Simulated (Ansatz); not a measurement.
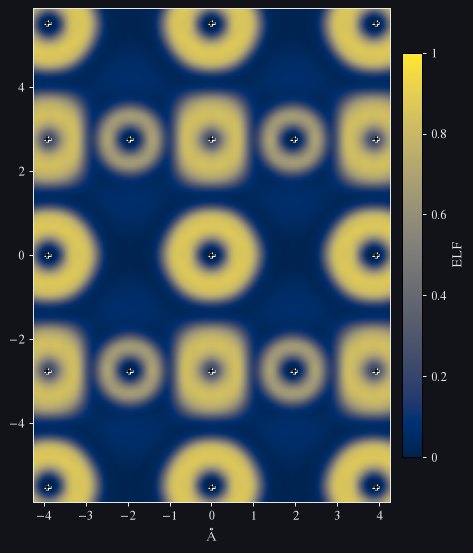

The electron localisation function on a plane through atoms (crosses mark nuclei in the plane).

Method: DFT r2SCAN, scalar-relativistic, plane waves, PAW in Ansatz 0.2.0.

Candidates:
A. SrTiO3, a = 3.91 Å, b = 3.91 Å, c = 3.91 Å, α = 90.00°, β = 90.00°, γ = 90.00°. Space group Pm-3m; computed without spin polarisation.
B. WSe2, a = 3.32 Å, b = 3.32 Å, c = 13.71 Å, α = 90.00°, β = 90.00°, γ = 120.00°. Space group P6₃/mmc.
C. WC, a = 2.91 Å, b = 2.91 Å, c = 2.84 Å, α = 90.00°, β = 90.00°, γ = 120.00°. Space group P-6m2.

Q: Which system is this?

A: Candidate A: SrTiO3 on the (101̄) plane of the conventional cell, which holds Sr, Ti and O. Ti–O (1.95 Å): the ELF peaks at about 0.85 in the valence shell of O, 0.6 Å from its nucleus, and is about 0.20 at the midpoint: no localised pair shows between them. Sr–O (2.76 Å): the ELF is about 0.05 at the midpoint; a closed-shell, largely ionic contact.
